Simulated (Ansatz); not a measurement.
Structure of Ru:

```xyz
2
Lattice="3.0312 0.0000 0.0000 0.0000 3.0312 0.0000 0.0000 0.0000 3.0312" Properties=species:S:1:pos:R:3 pbc="T T T"
Ru    0.0000    0.0000    0.0000
Ru    1.5156    1.5156    1.5156
```

Basis of the simulation: coordinates from a relaxation with DFT, m-r2SCAN, plane waves (500 eV) with PAW, scalar-relativistic (Ansatz 0.2.0); the starting structure was generated, so it need not be a known form of this composition.

Q: Which powder rings are expected with 300 kV electrons? List the innermost 5, leaving out those under 3 % of the strongest.

A:
| ring | radius | d (Å) | hkl |
| --- | --- | --- | --- |
| 1 | 4.67 nm⁻¹ | 2.14 | 110 |
| 2 | 6.60 nm⁻¹ | 1.516 | 200 |
| 3 | 8.08 nm⁻¹ | 1.237 | 211 |
| 4 | 9.33 nm⁻¹ | 1.072 | 220 |
| 5 | 10.43 nm⁻¹ | 0.959 | 310 |

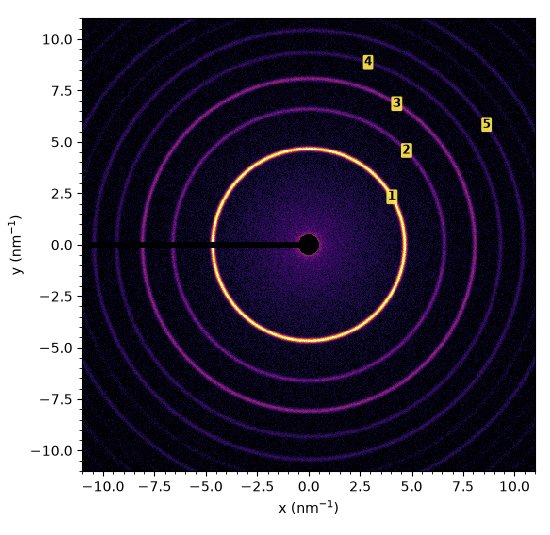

Simulated electron diffraction rings at 300 kV (λ = 0.0197 Å), scale in nm⁻¹ (radius = 1/d), for a fine-grained powder without texture. Kinematic intensities with B = 1.0 Å² for all atoms, without multiple scattering; brightness goes as intensity to the power 0.6, clipped at the top, with counting noise. Reflections closer than the ring width show as one ring. The numbers mark the rings of the table.
